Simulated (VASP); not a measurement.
# GaAs(110): relaxation, ionisation energy and affinity, part 2 of 2

Aim: ionisation energy and electron affinity of GaAs(110), from a slab and a bulk run lined up through core potentials. The crystal is strained by -1 % in the plane, against this functional's own lattice.

VASP 6.6.1, plane waves and PAW; the level of theory is named at each step.

So far. Step 5 (Relax the strained bulk along the normal): The run ended after 5 ionic steps, 0.002 eV below its first step, once forces and stress met EDIFFG = -0.01. Step 7 (Surface relaxation): The run ended after 20 ionic steps, 1.388 eV below its first step, once the forces on the free atoms met EDIFFG = -0.03.

### 8. Vacuum level and density of states

A static run writes the electrostatic potential without exchange and correlation (LVHAR), which is flat in the vacuum and gives the level to count from. The dipole correction cancels the field that unlike faces would set up across the vacuum.

INCAR reads:

```
SYSTEM = GaAs
PREC = Normal
ENCUT = 320
EDIFF = 1E-06
NELM = 120
ISMEAR = 0
SIGMA = 0.03
LREAL = Auto
ALGO = Fast
GGA = PE
NBANDS = 54
LORBIT = 11
LWAVE = .FALSE.
LCHARG = .TRUE.
KPAR = 2
IDIPOL = 3
LDIPOL = .TRUE.
DIPOL = 0.5 0.5 0.5
LVHAR = .TRUE.
LVACPOTAV = .TRUE.
NEDOS = 1500
```

POSCAR reads:

```
GaAs
1.0
    4.0327186493      0.0000000000      0.0000000000
    0.0000000000      5.7031254071      0.0000000000
    0.0000000000      0.0000000000     32.3926095776
Ga As
9 9
Direct
    0.0000000000      0.0584381682      0.2606714721
    0.5000000000      0.4813659319      0.3065264792
    0.0000000000      0.9892401583      0.3742094568
    0.5000000000      0.4884993200      0.4359957253
    0.0000000000      0.9908118625      0.5000000000
    0.5000000000      0.4884993200      0.5640042747
    0.0000000000      0.9892401583      0.6257905432
    0.5000000000      0.4813659319      0.6934735208
    0.0000000000      0.0584381682      0.7393285279
    0.0000000000      0.7358547327      0.3109454688
    0.5000000000      0.2703465890      0.2384589451
    0.0000000000      0.7409078165      0.4370533160
    0.5000000000      0.2433653711      0.3721310945
    0.0000000000      0.7409078165      0.5629466840
    0.5000000000      0.2431519622      0.5000000000
    0.0000000000      0.7358547327      0.6890545312
    0.5000000000      0.2433653711      0.6278689055
    0.5000000000      0.2703465890      0.7615410549
```

KPOINTS reads:

```
Automatic mesh
0
Gamma
6 4 1
0 0 0
```

KPOINTS_OPT reads:

```
Line mode
14
Line-mode
Reciprocal
  0.00000000   0.00000000   0.00000000 GAMMA
  0.50000000   0.00000000   0.00000000 X

  0.50000000   0.00000000   0.00000000 X
  0.50000000   0.50000000   0.00000000 S

  0.50000000   0.50000000   0.00000000 S
  0.00000000   0.50000000   0.00000000 Y

  0.00000000   0.50000000   0.00000000 Y
  0.00000000   0.00000000   0.00000000 GAMMA

  0.00000000   0.00000000   0.00000000 GAMMA
  0.50000000   0.50000000   0.00000000 S
```

PAW data sets: Ga and As (PBE family, release 64).

Command:

```
mpirun -np 4 vasp_std
```

It took 3.9 min on 4 MPI ranks of AMD EPYC 7R43, shared host; peak memory 1.2 GiB.

Numbers from this step:

```yaml
electronic_cycles: 22
fermi_energy: -0.5489 eV
least_gap_on_mesh_and_path: 0.6826 eV
least_direct_gap_on_mesh_and_path: 0.6826 eV
vacuum_levels: 4.133, 4.133 eV
ionisation_potentials_of_the_upper_and_lower_face: 4.810, 4.810 eV
electron_affinities_of_the_upper_and_lower_face: 4.128, 4.128 eV
```

The electronic bands at the labelled points (eV, zero at the valence-band top; v1 is the highest filled band, c1 the lowest empty one):

```csv
point,v4,v3,v2,v1,c1,c2,c3,c4
Γ,-0.33,-0.27,-0.11,0.00,0.68,1.46,1.55,1.63
X,-1.70,-1.47,-1.23,-1.08,0.88,0.92,1.65,1.88
S,-1.32,-1.25,-0.91,-0.88,0.78,1.36,1.36,2.40
Y,-1.01,-0.99,-0.94,-0.90,0.96,1.16,1.20,1.59
Γ,-0.33,-0.27,-0.11,0.00,0.68,1.46,1.55,1.63
S,-1.32,-1.25,-0.91,-0.88,0.78,1.36,1.36,2.40
```

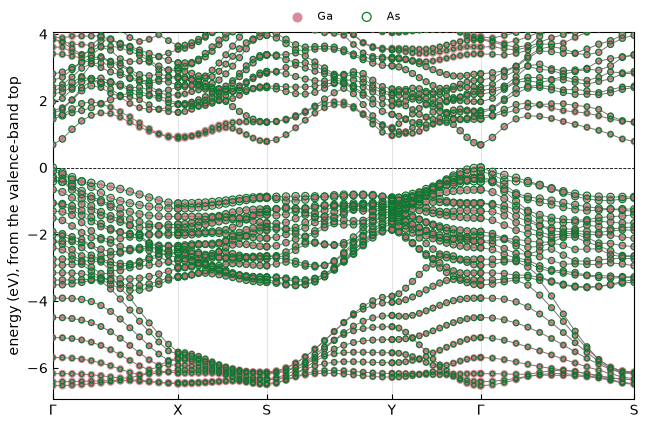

Electronic bands along the path; dots are coloured as in the legend, and their area grows with the weight.

The planar average of the electrostatic potential oscillates, so the rows of the table below give means over windows of 2.14 Å about each position, cut where the curve ends. Its maxima inside the range that stand out by 2 % of the span (Å: eV): 8.7: -0.291, 11.0: 0.547, 13.2: 0.221, 15.2: 0.355, 16.2: -3.87, 17.2: 0.355, 19.2: 0.221, 21.4: 0.547, 23.7: -0.291. Its minima: 8.0: -4.09, 10.2: -4.44, 11.8: -4.17, 14.4: -4.16, 16.0: -4.07, 16.4: -4.07, 18.0: -4.16, 20.6: -4.17, 22.2: -4.44, 24.4: -4.09.

Zero at the Fermi level. Planar average of the electrostatic potential against height; means over each step:

```csv
height (Å),planar average of the electrostatic potential (eV)
1.07,4.68
3.21,4.68
5.35,4.58
7.49,-0.752
9.63,-2.91
11.77,-2.44
13.91,-2.48
16.05,-2.44
18.19,-2.44
20.33,-2.38
22.47,-2.93
24.61,-1.32
26.75,4.45
28.89,4.68
31.03,4.68
```

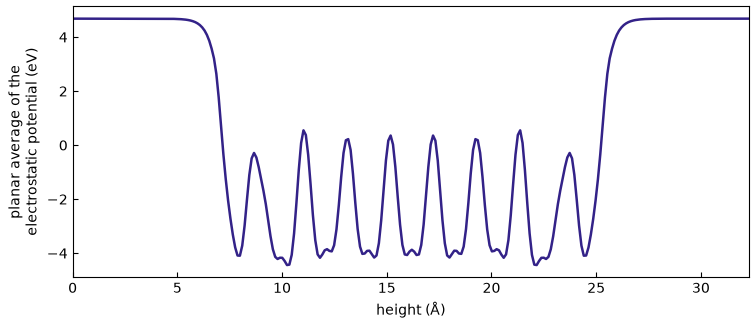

Planar average of the electrostatic potential, plotted against height.

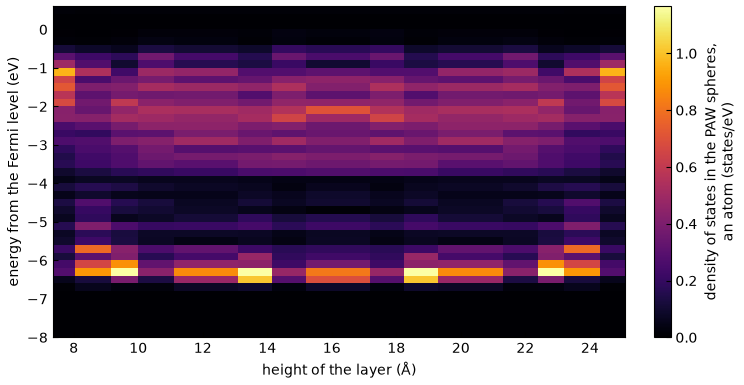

Density of states in the PAW spheres, an atom over height of the layer and energy from the Fermi level.

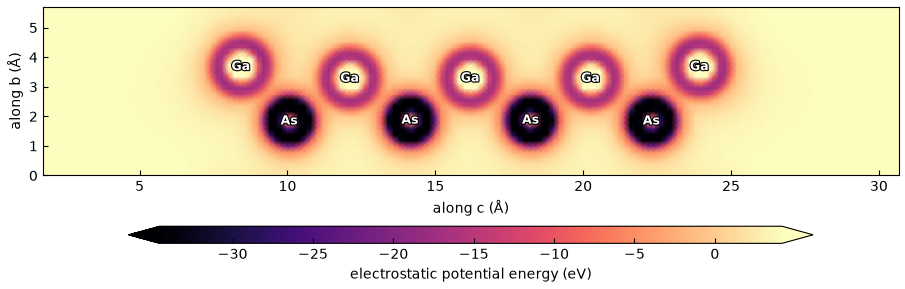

Electrostatic potential energy in the cb plane at fractional x = 0.000, with atoms of Ga and As within 0.2 Å of it. With pseudopotentials it is smooth inside the atoms' cores, unlike the true potential. The map starts off the cell's origin, so that atoms lie inside it. The far vacuum is left out of the map.

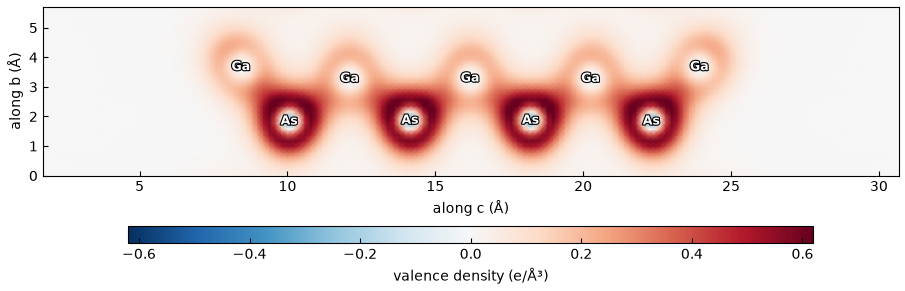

Valence density in the cb plane at fractional x = 0.000, with atoms of Ga and As within 0.2 Å of it. It is the smooth field of the valence electrons, not physical close to the nuclei. The map starts off the cell's origin, so that atoms lie inside it. The far vacuum is left out of the map.

The map of layer states is cut here 0.5 eV above the Fermi level, so it leaves out the states above that.

The vacuum level lies 4.81 eV above the highest filled level at the upper face; both faces agree, as the slab has next to no dipole.

The program found no field-free point at its default tolerance, but its printed level agrees with the flat part of the planar average.

### 9. Lining up bulk and slab

This step: band edges against the vacuum, PBE; plane waves and PAW (VASP 6.6.1).

Derived from the runs above.

Numbers from this step:

* ionisation energy: 4.790 eV
* offset spread: 0.01060 eV
* bulk gap: 0.2163 eV
* slab gap: 0.6826 eV
* electron affinity: 4.574 eV
* buckling: 0.7195 Å
* tilt: 30.77 degree
* surface energy, relaxed: 0.5845 J/m²

The averaged core potentials of the four middle atoms lie -3.108 eV from those of the bulk run. The bulk valence top (2.451 eV), moved by that offset, is taken from the upper vacuum level (4.133 eV).

### 10. Summary of results

```yaml
ionisation_energy: 4.79 eV
electron_affinity: 4.57 eV
buckling: 0.720 Å
surface_energy_relaxed: 0.585 J/m²
```

In words: The bulk valence-band top lies 4.79 eV below the vacuum of GaAs(110), strained by -1 % in the plane, and the conduction-band bottom 4.57 eV. The top layer buckles by 0.72 Å, a tilt of 31°, with As outermost, as the anion takes the dangling-bond electrons and the cation flattens towards sp². The surface costs 0.58 J/m² against the strained bulk. The slab's least gap is 0.68 eV, against 0.22 eV in the bulk. Confinement widens it, surface states can narrow it, and the two gaps need not lie at the same wave vector; the faces' own affinities count to the slab's lowest empty state. The offsets of the four middle atoms spread by 0.01 eV; a shift common to all four would not show in it. The bulk edges are read on a mesh, so a band minimum between its points makes the gap too large and the affinity too small. One thickness was run. Semilocal band edges put the valence top too high and the gap too small. Spin-orbit coupling, left out here, would raise the valence top further.

Calculation against experiment:

| quantity | measured | PBE |
| --- | --- | --- |
| lattice constant a (Å) | 5.653 | 5.761 (+1.9 %) |

Measured values from pmc:9457441 (2022).

Verdict: The lattice constant a is off by +1.9 %: a clear miss. The grades are ours: good and fair within 0.7 and 1.5 % for the lattice constant a. Zero-point motion and thermal expansion are not in the computed lattice constants. As a rule both would widen the computed cell, so the excess over experiment is if anything larger than shown.

[Lines on the potential files, build, host, timing and source positions are cut from VASP's logs without a mark.]

[Logs are printed without paths, hosts, clocks, repeated set-up lines and the standing remarks that a program may print on its own settings, such as how far it seeks lower states.]

[Hosts, paths, dates, database ids (printed as entryN), source tags and the programs' standing remarks are cut or masked in the printed files.]

[Runs that stopped without an error message from VASP are left out.]
